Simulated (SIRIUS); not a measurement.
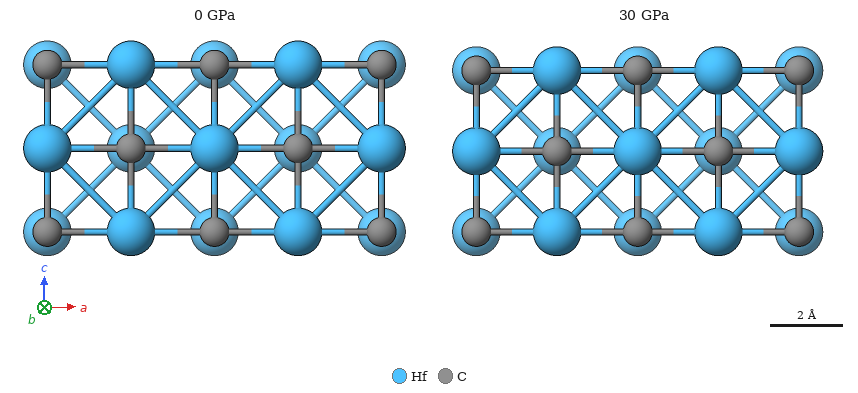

Crystalline HfC (set up in Fm-3m), relaxed (cell and atoms) at several target pressures. The picture shows the first and the last member. Style: ball-and-stick. Shown: the conventional cell (4 times the calculation's cell), repeated 2 × 1 × 1 with one cell outlined, along the b axis. Lengths and directions refer to the drawn axes.

Computed with SIRIUS 7.12.0: PBE, dojo-sr-pbe-0.4.1-standard. (plane-wave cutoff 1127 eV; k-point mesh 5 × 5 × 5; occupations fermi-dirac; smearing width 0.05 eV; optimiser BFGS; no spin polarisation)

```csv
pressure (GPa),volume (Å³/atom),a (Å)
0,12.623,4.657
5,?,?
10,12.127,4.595
20,11.715,4.542
30,11.355,4.495
```

Fill in the missing row.

Murnaghan's form V = V₀(1 + B′P/B₀)^(−1/B′), with V₀ = 12.623 Å³ from the row at zero pressure, fits the other rows with B₀ = 233 GPa and B′ = 3.63 (largest miss 0.003 Å³). At 5 GPa it gives 12.623 × (1 + 3.63 × 5/233)^(−1/3.63) = 12.365 Å³ per atom. The calculation gives 12.365 Å³/atom (a = 4.625 Å). The estimate is right to the digits shown. From the first member to the last: Hf–Hf 3.293 → 3.179 Å, C–Hf 2.328 → 2.248 Å.

The whole series:

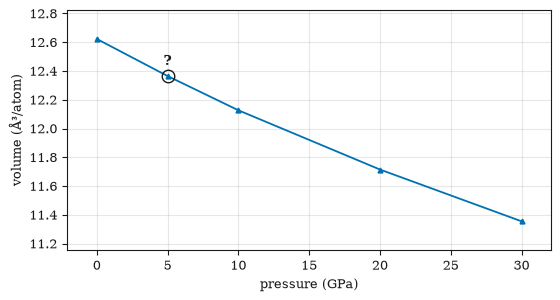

Each member starts from this one structure; whether another phase lies lower wasn't checked.
